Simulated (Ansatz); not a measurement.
```
Co Ti
1.0
     2.01461   -2.01461    0.00000
     0.00000    2.01461   -2.01461
     6.69953    6.69953    6.69953
Co Ti
3 3
Direct
  0.00000 0.00000 0.00000
  0.66667 0.33333 0.33333
  0.33333 0.66667 0.66667
  0.33333 0.66667 0.16667
  0.00000 0.00000 0.50000
  0.66667 0.33333 0.83333
```

Space group R-3m; started from the CuPt (L1_1) prototype, which need not be the ambient phase; spin-polarised.

These are results of DFT r2SCAN, scalar-relativistic, plane waves, PAW in Ansatz 0.2.0, not measurements.

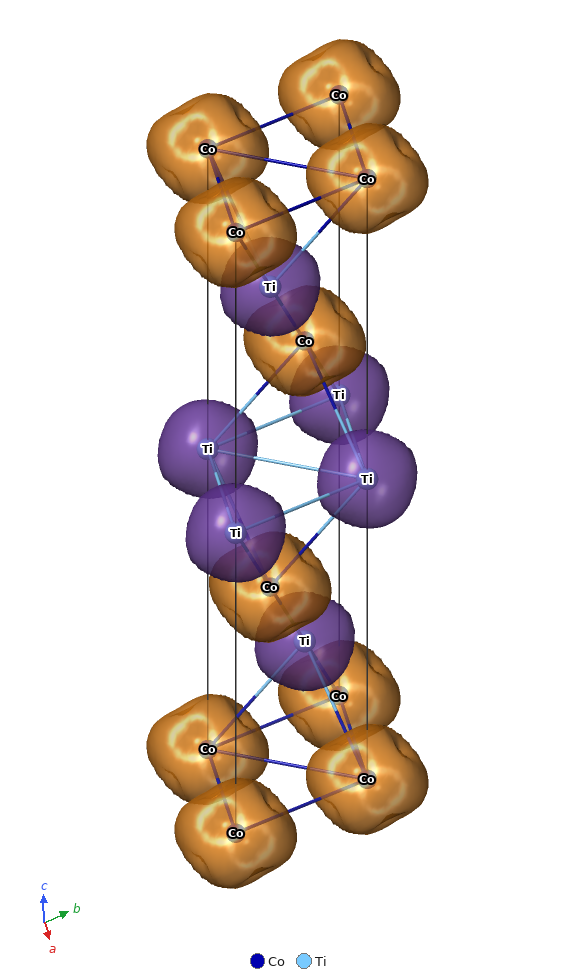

TiCo. Isosurfaces of the spin density at +0.03 (orange) and −0.03 e/Å³ (purple), seen at an oblique angle. Sticks mark near contacts.

The density is the valence pseudo-density of a PAW calculation; it isn't the true density close to the nuclei.

### Describe the spin distribution.

The spin density sits on Co: +1.2 μB (×3) in one cell of 6 atoms, with smaller moments on other sites: Ti (up to −0.25 μB): parallel moments on the main sites in this solution. The cell of the calculation (2 atoms) carries 0.8 μB of net spin moment.
